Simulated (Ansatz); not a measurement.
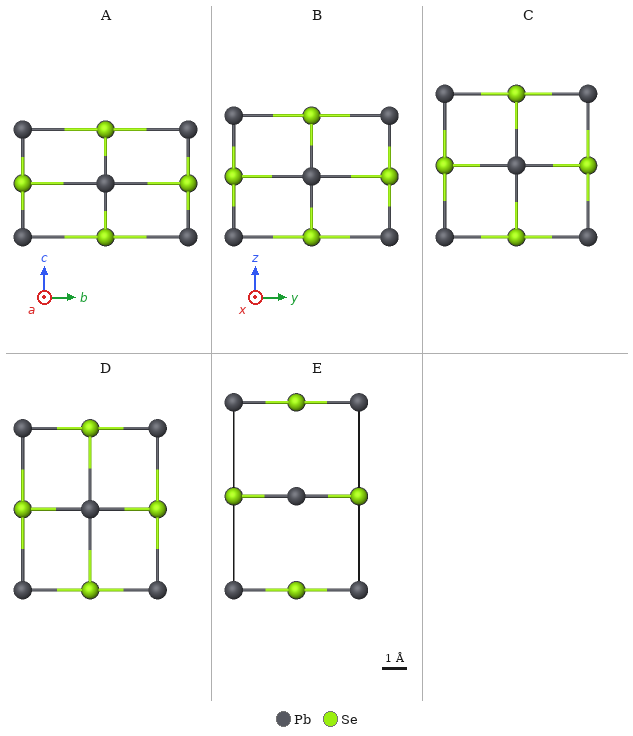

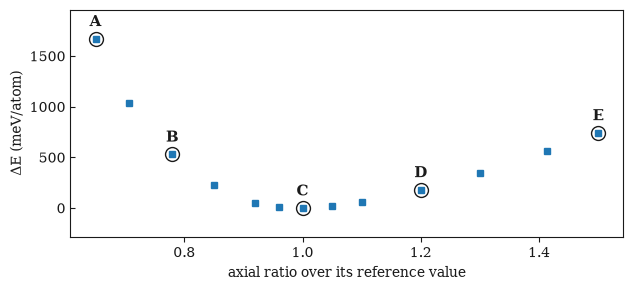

Solid PbSe (Fm-3m): the ratio of the cell's length along z to its lengths across, counted as 1 for the reference, is changed at fixed volume (a tetragonal or Bain path), with the atoms kept at their fractional coordinates. x, y and z are the Cartesian axes of the input. The lettered frames are marked on the plot. Style: ball-and-stick. Shown: the conventional cell (4 times the calculation's cell), along the a axis. Lengths and directions refer to the drawn axes.

All numbers below come from DFT LDA, scalar-relativistic, plane waves, PAW (Ansatz). Set-up: plane-wave cutoff 420 eV; k-point mesh 10 × 10 × 10; occupations gaussian; smearing width 0.03 eV; no spin polarisation. Energies (free energies at the smearing named) are counted from the cell as listed in its source, which wasn't relaxed.

Q: Describe the profile.

A: The lowest computed point lies at the relative ratio 1.00 (0 meV/atom). At the ends of the scan the energy is 1672 meV/atom (0.65) and 743 meV/atom (1.50). The unrelaxed reference is under a pressure of −2.2 GPa. The distortion takes the space group from Fm-3m to I4/mmm. At the relative ratio 1.50 the cell of the drawing goes a 6.124 → 5.350 Å, b 6.124 → 5.350 Å, c 6.124 → 8.025 Å. The band gap on the mesh, 0.19 eV in the reference, closes at 0.65, 0.707, 0.78, 1.30, 1.414, 1.50.

The computed points:

```csv
axial ratio over its reference value,ΔE (meV/atom)
0.650,1672
0.707,1040
0.780,532
0.850,222
0.920,53
0.960,12
1.000,0
1.050,15
1.100,55
1.200,181
1.300,341
1.414,559
1.500,743
```
